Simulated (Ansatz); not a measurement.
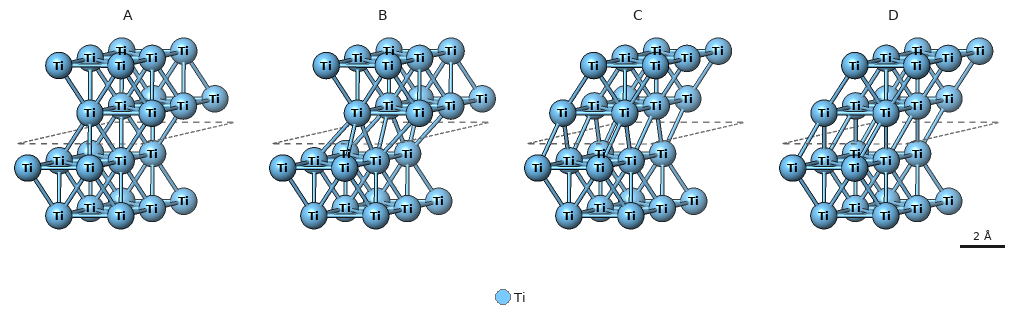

A scan of a crystal of Ti (Fm-3m) along one coordinate. The picture is a ball-and-stick view of the layers on both sides of the dashed plane, seen from the side, nearly along that plane.

Computed with Ansatz, DFT PBEsol, scalar-relativistic, plane waves, PAW. Set-up: plane-wave cutoff 420 eV; k-point mesh 19 × 19 × 4; occupations gaussian; smearing width 0.15 eV; no spin polarisation. Energies (free energies at the smearing named) are counted from the cell as listed in its source, which wasn't relaxed.

**Which coordinate changes from frame to frame?**

The crystal above a cut along the (1 1 1) plane of the conventional cell (between a plane of Ti below and one of Ti above, 2.34 Å apart) is slid rigidly by fractions of an in-plane lattice vector 2.87 Å long (a generalised stacking fault). In the frames the slip is 0.00 (A), 0.20 (B), 0.40 (C), 0.50 (D). One cut stands in each cell, which starts 14.1 Å high; nothing is relaxed, and the dashed outline marks the cut. Their energies are 0.0 mJ/m², 119.7 mJ/m², 187.8 mJ/m², 191.0 mJ/m².
